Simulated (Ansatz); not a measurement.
# CoSi2/Si/CoSi2: conductance against the thickness of the layer, part 4 of 6

Aim: the conductance of CoSi2/Si/CoSi2 junctions as the barrier thickens. Both electrodes are CoSi2 fluorite(111) turned by 180 degrees (type B); the barrier is Si diamond(111) (whole bilayers). In the first transport cell, after relaxation, the nearest pair of electrode and barrier is Si–Si at 2.39 Å, along the normal, at the lower face and Si–Si at 2.39 Å, along the normal, at the upper one. All share a net of side 3.829 Å, which strains the lower electrode by +1.0 % and the barrier by -1.0 %, against typed lattice constants near PBE's. The first steps treat the bulk electrodes alone.

Ansatz 0.2.0; PBE DFT, plane waves, PAW files (the session's first sound run).

So far, transmission at the Fermi level (a spin, zone mean): step 4 (T(E) of the junction) 0.147. Also channels of the lower lead: step 4 1.27.

### 5. Conductance on a fine mesh, atomic planes in the barrier 4, gap between the electrodes 8.74 Å

Level of this step: PBE DFT, plane waves, PAW files; ballistic transmission by layer matching between semi-infinite leads (Ansatz).

System of this step: CoSi2/Si/CoSi2. The cell holds 56 atoms: 18 Co and 38 Si. Its edges and angles: a = 3.829 Å, b = 3.829 Å, c = 73.426 Å, α = 90.0°, β = 90.0°, γ = 120.0°. Regions: left electrode, 26 atoms (9 Co and 17 Si); barrier, 4 atoms (4 Si); right electrode, 26 atoms (17 Si and 9 Co). Vacuum lies along c.

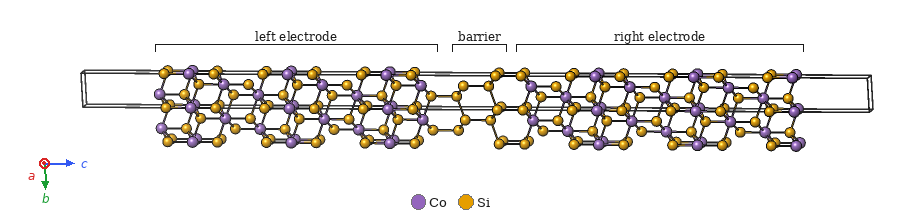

The cell of this step (cobalt purple, silicon orange). 1×2×1 cells are drawn. Some periodic images of atoms are drawn too.

The conductance needs T(E) within ten thermal energies of the Fermi level, on steps under 1.5 kT, and a finer mesh (24×24), since the current can rest on few wavevectors.

input.yaml

```yaml
crystal:
  lattice:
    - [3.829, 0.0, 0.0]
    - [-1.9145, 3.3160112711, 0.0]
    - [0.0, 0.0, 73.4263269207]
  atoms:
    - { symbol: Co, position: [0.33333333, 0.66666667, 0.0953336534] }
    - { symbol: Si, position: [0.0, 0.0, 0.1055660702] }
    - { symbol: Si, position: [0.33333333, 0.66666667, 0.1269197291] }
    - { symbol: Co, position: [0.0, 0.0, 0.1371521459] }
    - { symbol: Si, position: [0.66666667, 0.33333333, 0.1473845627] }
    - { symbol: Si, position: [0.0, 0.0, 0.1687382216] }
    - { symbol: Co, position: [0.66666667, 0.33333333, 0.1789706384] }
    - { symbol: Si, position: [0.33333333, 0.66666667, 0.1892030553] }
    - { symbol: Si, position: [0.66666667, 0.33333333, 0.2105567141] }
    - { symbol: Co, position: [0.33333333, 0.66666667, 0.220789131] }
    - { symbol: Si, position: [0.0, 0.0, 0.2310215478] }
    - { symbol: Si, position: [0.33333333, 0.66666667, 0.2523752067] }
    - { symbol: Co, position: [0.0, 0.0, 0.2626076235] }
    - { symbol: Si, position: [0.66666667, 0.33333333, 0.2728400403] }
    - { symbol: Si, position: [0.0, 0.0, 0.2941936992] }
    - { symbol: Co, position: [0.66666667, 0.33333333, 0.304426116] }
    - { symbol: Si, position: [0.33333333, 0.66666667, 0.3146585328] }
    - { symbol: Si, position: [0.66666667, 0.33333333, 0.3360121917] }
    - { symbol: Co, position: [0.33333333, 0.66666667, 0.3462446085] }
    - { symbol: Si, position: [0.0, 0.0, 0.3564770254] }
    - { symbol: Si, position: [0.33333333, 0.66666667, 0.3778306842] }
    - { symbol: Co, position: [0.0, 0.0, 0.3880631011] }
    - { symbol: Si, position: [0.66666667, 0.33333333, 0.3982955179] }
    - { symbol: Si, position: [0.0, 0.0, 0.4196491768] }
    - { symbol: Co, position: [0.66666667, 0.33333333, 0.4298815936] }
    - { symbol: Si, position: [0.33333333, 0.66666667, 0.4404930565] }
    - { symbol: Si, position: [0.33333333, 0.66666667, 0.472988377] }
    - { symbol: Si, position: [0.66666667, 0.33333333, 0.4838569315] }
    - { symbol: Si, position: [0.66666667, 0.33333333, 0.5161429257] }
    - { symbol: Si, position: [0.0, 0.0, 0.5270115064] }
    - { symbol: Si, position: [0.0, 0.0, 0.559506844] }
    - { symbol: Co, position: [0.66666667, 0.33333333, 0.5701184064] }
    - { symbol: Si, position: [0.33333333, 0.66666667, 0.5803508232] }
    - { symbol: Si, position: [0.66666667, 0.33333333, 0.6017044821] }
    - { symbol: Co, position: [0.33333333, 0.66666667, 0.6119368989] }
    - { symbol: Si, position: [0.0, 0.0, 0.6221693158] }
    - { symbol: Si, position: [0.33333333, 0.66666667, 0.6435229746] }
    - { symbol: Co, position: [0.0, 0.0, 0.6537553915] }
    - { symbol: Si, position: [0.66666667, 0.33333333, 0.6639878083] }
    - { symbol: Si, position: [0.0, 0.0, 0.6853414672] }
    - { symbol: Co, position: [0.66666667, 0.33333333, 0.695573884] }
    - { symbol: Si, position: [0.33333333, 0.66666667, 0.7058063008] }
    - { symbol: Si, position: [0.66666667, 0.33333333, 0.7271599597] }
    - { symbol: Co, position: [0.33333333, 0.66666667, 0.7373923765] }
    - { symbol: Si, position: [0.0, 0.0, 0.7476247933] }
    - { symbol: Si, position: [0.33333333, 0.66666667, 0.7689784522] }
    - { symbol: Co, position: [0.0, 0.0, 0.779210869] }
    - { symbol: Si, position: [0.66666667, 0.33333333, 0.7894432859] }
    - { symbol: Si, position: [0.0, 0.0, 0.8107969447] }
    - { symbol: Co, position: [0.66666667, 0.33333333, 0.8210293616] }
    - { symbol: Si, position: [0.33333333, 0.66666667, 0.8312617784] }
    - { symbol: Si, position: [0.66666667, 0.33333333, 0.8526154373] }
    - { symbol: Co, position: [0.33333333, 0.66666667, 0.8628478541] }
    - { symbol: Si, position: [0.0, 0.0, 0.8730802709] }
    - { symbol: Si, position: [0.33333333, 0.66666667, 0.8944339298] }
    - { symbol: Co, position: [0.0, 0.0, 0.9046663466] }
kpoints:
  mp_grid: { grid: [8, 8, 1] }
scf:
  occupations: { method: fermi_dirac, width: 0.1 }
  max_iter: 150
hamiltonian:
  xc: pbe
output:
  transmission:
    kmesh: [24, 24]
    e_range: [-0.26, 0.27]
    de: 0.0375
    leads: [[11, 14], [42, 45]]
```

Run with:

```sh
$ ansatz run input.yaml --threads 8 --pin off --max-ram 24576MiB --backend cpu --events-out ev --progress --plain --runs-dir out
```

Numbers of over 12 decimals in the logs are rounded to 6 here.

Log:

```text
[...]
Crystal: 56 atoms, lattice volume = 932.295 Å³
Basis set: ecut = 420 eV, 18161 PW (Γ)
Bands: 285, of which v1, the nominal top of the filled ones, is band 229 counted from 1 (228 counted from 0)
Symmetry: 12 space group operations
[...]
k-points: 10 of 64
[...]
SCF iter   1: F=—  HF=-116450.435442 eV  |F-HF|=—  |Δ(HF+E_count)|=         —  Δρ=8.95e-3  dr2=1.00e1  ethr=1.77e-3  ⟨swp⟩=8.1  Hψ=13897  notcnv=0  defer=105
[...]
SCF iter  13: F=-116450.362126 eV  HF=-116450.362126 eV  |F-HF|=6.32e-9  |Δ(HF+E_count)|=   5.56e-9  Δρ=8.90e-7  dr2=8.21e-9  ethr=2.18e-11  ⟨swp⟩=16.9  Hψ=11104  notcnv=0
SCF 1 converged in 13 iterations: F = -116450.362126 eV  dr2 = 8.21e-9
[...]
transmission: 340 of 3294 steps passed
transmission: 664 of 3294 steps passed
[...]
transmission: 3294 of 3294 steps passed
SCF converged after 13 iterations
Free energy (F): -116450.362126 eV
[...]
Internal energy: -116449.571111 eV  (E = F + TS)
E sigma→0 (E₀):  -116449.966618 eV
Entropy (-TS):   -0.791015 eV (-14.125 meV/atom)
Fermi energy:    8.936650 eV
[...]
--- Band table (eV; the first three rows and the last of 10) ---
  k-point 0: bands = [... 225 lower, 10.3993, 10.3993, 10.6510, 10.6690, 10.7474, 10.8289, 10.8730, 10.8730, ... 52 higher]
  k-point 1: bands = [... 225 lower, 9.9539, 10.0922, 10.0954, 10.1408, 10.3523, 10.3679, 10.4327, 10.4676, ... 52 higher]
  k-point 2: bands = [... 225 lower, 9.1314, 9.2070, 9.4259, 9.4390, 9.5809, 9.6447, 9.7604, 9.7723, ... 52 higher]
  k-point 9: bands = [... 225 lower, 8.3701, 8.3754, 8.4339, 8.4342, 8.4508, 8.4533, 8.4859, 8.4865, ... 52 higher]
--- Transmission ---
  basis      : 109 plane waves across, 54 finite elements along
  points     : 61, standing for a mesh of 24 x 24
  filling    : by the input's occupations and mesh, since the crystals that have channels conduct as metals do. If one of these is a semiconductor, that mesh has misplaced its level
[...]
filled         : 13.3 meV over the level at which it is neutral
    channels       : 1.348958e0 a spin
    conductance    : 8.0733e14 S/m² at 300 K; may be off by some 0.0 % by where its bands' edges are placed, 4.2 % from the k-mesh, 0.9 % from the distance to neutral
    slowest decay  : 0.0417 /Å at (0.3333, 0.2083)
[...]
filled         : 13.3 meV over the level at which it is neutral
    channels       : 1.348958e0 a spin
[...]
slowest decay  : 0.0417 /Å at (0.3333, 0.2083)
  junction   : crystal 0 to crystal 1, 20.82 to 52.61 Å
    transmission   : 2.898716e-1 a spin
    conductance    : 1.7269e14 S/m² at 300 K (1.7236e14 on every other point, 1.7296e14 on every other energy)
    error estimate : 0.2 % from the energy spacing and 0.0 % from band edges of the leads and from resonances (wavevectors taken as independent; lower de), 9.0 % from the k-mesh, 4.7 % from the steps of its leads' Hamiltonians or their offsets (lay more layers), 0.1 % from the distance to neutral
    resistance     : 4.5522e-3 Ω µm² beyond half of each lead's own
```

Wall time 2.2 min (8 threads of Arm Neoverse V2, shared host); peak memory 11 GiB.

Numbers from this step:

| Item | Value |
| --- | --- |
| free energy | -116450.3621 eV |
| Fermi energy | 8.937 eV |
| transmission at the Fermi level (a spin, zone mean) | 0.2899 |
| channels of the lower lead | 1.349 |
| channels of the upper lead | 1.349 |
| potential step in the lower lead | 6.5 meV |
| ballistic conductance of the lower lead | 8.07e14 S/m² |
| potential step in the upper lead | 6.5 meV |
| ballistic conductance of the upper lead | 8.07e14 S/m² |
| junction conductance | 1.73e14 S/m² |
| error estimates by source, in the log's order | 0.2, 0, 9, 4.7, 0.1 % |
| resistance-area product beyond the leads | 0.004552 Ω um² |

One spin. Table of transmission, zone mean by energy, zero at the Fermi level:

```
energy (eV)  transmission, zone mean
     -0.260                    0.286
     -0.223                    0.273
     -0.185                    0.301
     -0.147                    0.287
     -0.110                    0.280
     -0.072                    0.274
     -0.035                    0.284
      0.003                    0.290
      0.040                    0.286
      0.077                    0.274
      0.115                    0.274
      0.152                    0.290
      0.190                    0.302
      0.228                    0.276
      0.265                    0.293
```

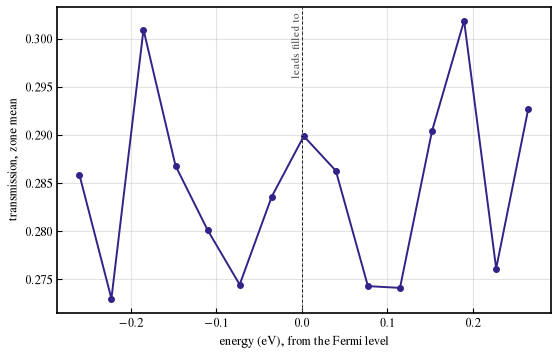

Transmission, zone mean, plotted against energy.

One spin. The open channels, zone mean, lower lead = upper lead by energy, zero at the Fermi level:

```
energy (eV)  open channels, zone mean, lower lead = upper lead
     -0.260                                               1.60
     -0.223                                               1.53
     -0.185                                               1.47
     -0.147                                               1.44
     -0.110                                               1.44
     -0.072                                               1.37
     -0.035                                               1.35
      0.003                                               1.35
      0.040                                               1.29
      0.077                                               1.21
      0.115                                               1.20
      0.152                                               1.20
      0.190                                               1.20
      0.228                                               1.13
      0.265                                               1.14
```

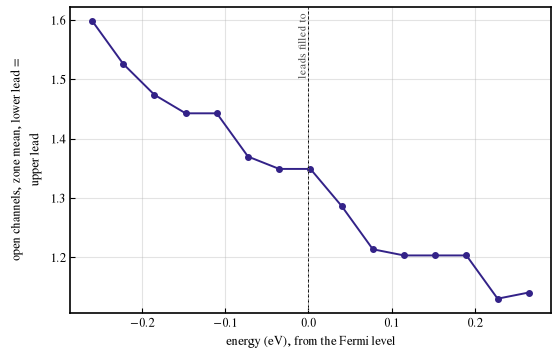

Open channels, zone mean, lower lead = upper lead, plotted against energy.

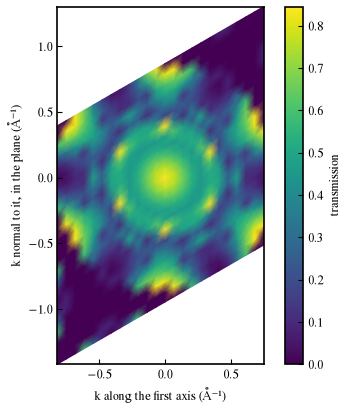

Transmission over k1 and k2. At 0.0025 eV from the Fermi level.

G = 1.7e14 S/m² (1/G = 0.00579 Ω µm²). The largest error estimate is 9 %, from the mesh across the current. In the worse lead the potential repeats within 6.5 meV, which the program lets pass. By hand, Landauer's formula with T at one energy: G = (e²/h) ΣT / A = 3.874e-5 S × 0.580 / 12.70 Å² = 1.8e14 S/m², with T summed over both spins. The printed value averages T over the Fermi window and is 0.98 times this.

[end of part 4 of 6]

[Logs are printed without paths, hosts, clocks, repeated set-up lines and the standing remarks that a program may print on its own settings, such as how far it seeks lower states.]

[Hosts, paths, dates, database ids (printed as entryN), source tags and the programs' standing remarks are cut or masked in the printed files.]
